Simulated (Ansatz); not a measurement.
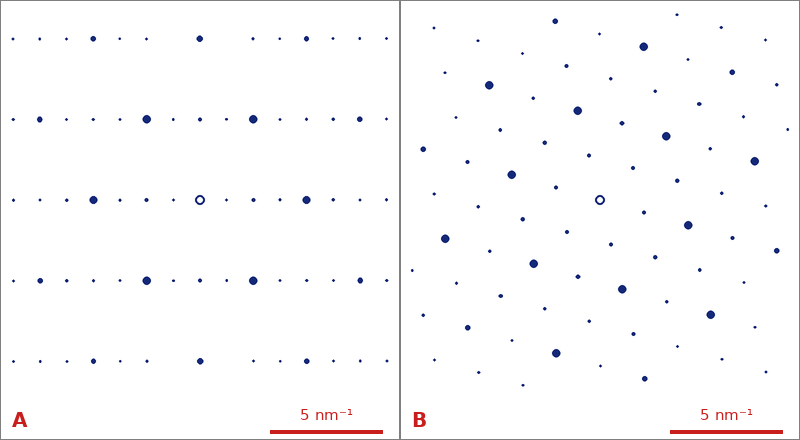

Kinematic electron diffraction patterns (300 kV, B = 0.5 Å², same scale, each along a low-index zone) of two structures of composition TiAl3, each relaxed at zero pressure with DFT PBE, scalar-relativistic, plane waves, PAW in Ansatz. The runs are not spin-polarised.

The structures (standard cells):
1. I4/mmm (No. 139), a = 3.899 Å, c = 16.668 Å, 16 atoms; generated start, possibly hypothetical
2. P6_3/mmc (No. 194), a = 5.577 Å, c = 4.716 Å (hexagonal axes), 8 atoms; generated start, possibly hypothetical

Question: Which pattern belongs to which structure, and along which zone?

Answer: A is structure 1 along [110] or an equivalent direction: rectangular net of 0 0 2 (weak) at d = 8.33 Å and 1 -1 0 at d = 2.76 Å, 90.0° apart (some points of this net are extinct or too weak to see). B is structure 2 along [001]: hexagonal net of 1 0 0 at d = 4.83 Å and 0 1 0 at d = 4.83 Å, 60.0° apart.

Question: Rank the structures by their computed energy.

Answer: Structure 1 (I4/mmm, 15.83 Å³ an atom) is the lowest of these; structure 2 (P6_3/mmc, 15.88 Å³ an atom) lies about 85 meV an atom higher. These are static energies at 0 K; other structures, not shown, may lie lower still.
